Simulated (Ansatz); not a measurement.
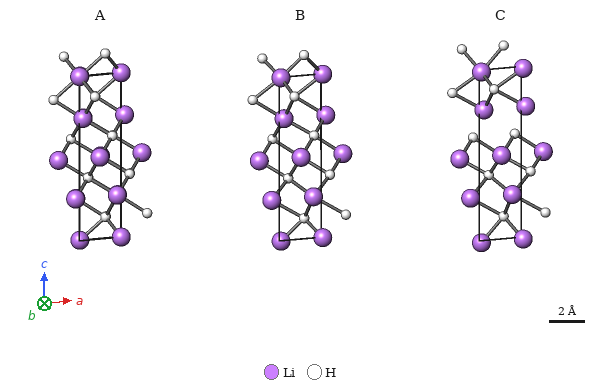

3 geometries from one relaxation of solid LiH (a generated structure, set up in P1) (coarse preliminary run), in shuffled order. A ball-and-stick model of the cell of the calculation, reduced to other axes, seen along the b axis. Lengths and directions refer to the drawn axes.

Method: DFT PBE, scalar-relativistic, plane waves, PAW in Ansatz 0.2.0. (plane-wave cutoff 420 eV; k-point mesh 6 × 6 × 6; occupations gaussian; smearing width 0.1 eV; no spin polarisation; cell and atoms relaxed; force threshold 0.025 eV/Å; at most 60 steps)

Question: Put them in the order of the run, from the start to the converged end.

Answer: C, B, A. They are steps 0, 1, 4, at +67.7 meV per atom, +13.5 meV per atom relative to the last. The energy falls by 67.7 meV per atom in 3 accepted moves (4 points after the start). The largest force component goes from 1.5 to 0.0053 eV/Å. The pressure goes from 0.04 to −0.06 GPa. At 1 point the geometry stayed and the basis and grid were re-selected for the new cell (energy shift of 0.2 meV per atom at most each time). The largest move relative to the cell is that of a Li atom, 0.30 Å along [3 −1 0]. By element the largest moves are Li 0.30 Å, H 0.21 Å. The volume changes by −4.6 %, with a 2.804 → 2.808 Å (+0.1 %), b 2.809 → 2.808 Å (0.0 %), c 10.027 → 9.668 Å (−3.6 %), α 83.5° → 81.7°, β 82.4° → 81.7°, γ 60.8° → 60.0°. Some distances before and after: H–Li 1.662 → 2.023 Å, H–Li 2.350 → 2.044 Å, H–Li 2.273 → 1.991 Å, H–Li 1.765 → 2.039 Å. Bond angles that change, for instance: Li–H–Li 167.4° → 180.0°, H–Li–H 169.3° → 180.0°, H–Li–H 102.2° → 91.8°. The space group stays P1 (No. 1).
